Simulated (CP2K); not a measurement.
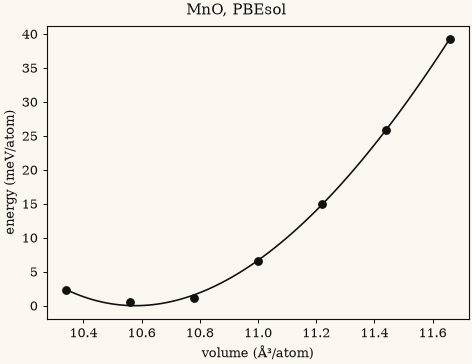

The plot gives the computed energy against volume for MnO, space group Fm-3m (No. 225).

The given structure:
```cif
data_structure
_symmetry_space_group_name_H-M 'P 1'
_symmetry_Int_Tables_number 1
_cell_length_a 3.1451
_cell_length_b 3.1451
_cell_length_c 3.1451
_cell_angle_alpha 60.000
_cell_angle_beta 60.000
_cell_angle_gamma 60.000
_cell_volume 22.00
loop_
_atom_site_label
_atom_site_type_symbol
_atom_site_fract_x
_atom_site_fract_y
_atom_site_fract_z
_atom_site_occupancy
Mn1 Mn 0.00000 0.00000 0.00000 1
O1 O 0.50000 0.50000 0.50000 1
```

How it was computed, with CP2K 2026.2: DFT in Gaussian orbitals with a plane-wave density, collinear spins; energies at scaled volumes of the given cell, shape and fractions fixed, counted from the fit's minimum, third-order Birch-Murnaghan fit. Level: PBEsol, collinear spin.

k mesh 10×10×10; occupations Fermi–Dirac; smearing width 0.05 eV; potentials GTH PBE with UZH TZVP basis (short range sets on d metals); density cutoff 8163 eV; program settings ngrids 5, basis sets Mn TZVP-MOLOPT-SR-GTH-q15, basis sets O TZVP-MOLOPT-PBE-GTH-q6, cutoff ry 600 Ry, rel cutoff ry 60 Ry.

From this curve and the settings, what does the calculation give for the pressure at the same points?

The pressure falls from 2.15 GPa at volume 10.34 Å³/atom to −10.62 GPa at 11.66 Å³/atom, and changes sign near 10.58 Å³/atom.

```
volume (Å³/atom)  pressure (GPa)
           10.34            2.15
           10.56            0.32
           10.78           -2.48
           11.00           -5.17
           11.22           -7.09
           11.44           -8.79
           11.66          -10.62
```
